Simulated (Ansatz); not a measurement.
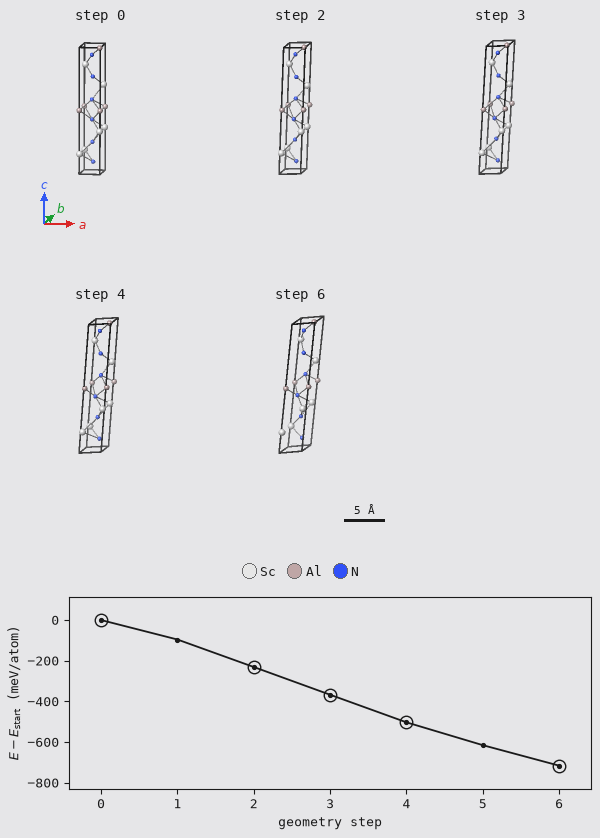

Frames of a relaxation of crystalline Sc2AlN3 (a generated structure, set up in P1) (coarse preliminary run), marked on the history of the run. Style: ball-and-stick. Shown: the cell of the calculation, reduced to other axes, slightly off an axis. Lengths and directions refer to the drawn axes.

Method: DFT PBE, scalar-relativistic, plane waves, PAW in Ansatz. Settings: plane-wave cutoff 420 eV; k-point mesh 8 × 8 × 2; occupations gaussian; smearing width 0.2 eV; no spin polarisation; cell and atoms relaxed; force threshold 0.025 eV/Å; at most 60 steps.

**What happens along the run?**

The run was cut off at its time limit before the relaxation converged, so the last structure is only a point on the way. The energy falls by 716 meV per atom in 6 geometry steps. Largest force component: 3.5 eV/Å at the start, 0.86 eV/Å at the end. Pressure: 8.85 GPa at the start and 1.65 GPa at the end. The atom that moves furthest relative to the cell is an N atom (0.65 Å roughly along [2 1 0]). Largest moves by element: N 0.65 Å, Sc 0.50 Å, Al 0.20 Å. The volume changes by +4.7 %, with a 2.693 → 2.897 Å (+7.5 %), b 2.706 → 2.888 Å (+6.7 %), c 16.412 → 16.556 Å (+0.9 %), α 89.4° → 79.1°, β 88.8° → 79.0°, γ 87.4° → 68.1°. Near-neighbour distances that change, for instance: Al–N 2.308 → 3.404 Å, N–Sc 2.345 → 3.396 Å, Al–N 2.268 → 3.300 Å, Al–N 2.476 → 3.504 Å. Bonds break: Al–N (2.27 → 3.30 Å), Al–N (2.31 → 3.40 Å), N–Sc (2.34 → 3.40 Å), N–Sc (2.35 → 3.10 Å). Among the angles between lasting bonds that change: Sc–N–Al 171.6° → 135.6°, N–Al–N 73.3° → 99.9°, Sc–N–Al 114.6° → 141.1°. The space group stays P1 (No. 1). From step 0 to 2: a Sc atom moves most (0.30 Å), volume +3.0 %, energy −231 meV per atom. From step 2 to 3: an N atom moves most (0.12 Å), volume +1.5 %, energy −136 meV per atom. From step 3 to 4: an N atom moves most (0.11 Å), energy −136 meV per atom. From step 4 to 6: a Sc atom moves most (0.27 Å), volume +0.2 %, energy −213 meV per atom.

```json
{"step": "0", "E − E(0), meV/atom": "0.00", "largest force component, eV/Å": "3.5135", "pressure, GPa": "8.85", "volume, Å³/atom": "9.956"}
{"step": "1", "E − E(0), meV/atom": "-95.75", "largest force component, eV/Å": "1.1553", "pressure, GPa": "3.41", "volume, Å³/atom": "10.143"}
{"step": "2", "E − E(0), meV/atom": "-230.91", "largest force component, eV/Å": "2.1585", "pressure, GPa": "1.86", "volume, Å³/atom": "10.253"}
{"step": "3", "E − E(0), meV/atom": "-367.24", "largest force component, eV/Å": "1.7837", "pressure, GPa": "0.09", "volume, Å³/atom": "10.402"}
{"step": "4", "E − E(0), meV/atom": "-502.90", "largest force component, eV/Å": "1.0498", "pressure, GPa": "1.58", "volume, Å³/atom": "10.405"}
{"step": "5", "E − E(0), meV/atom": "-615.13", "largest force component, eV/Å": "0.9481", "pressure, GPa": "1.55", "volume, Å³/atom": "10.449"}
{"step": "6", "E − E(0), meV/atom": "-715.88", "largest force component, eV/Å": "0.8575", "pressure, GPa": "1.65", "volume, Å³/atom": "10.422"}
```
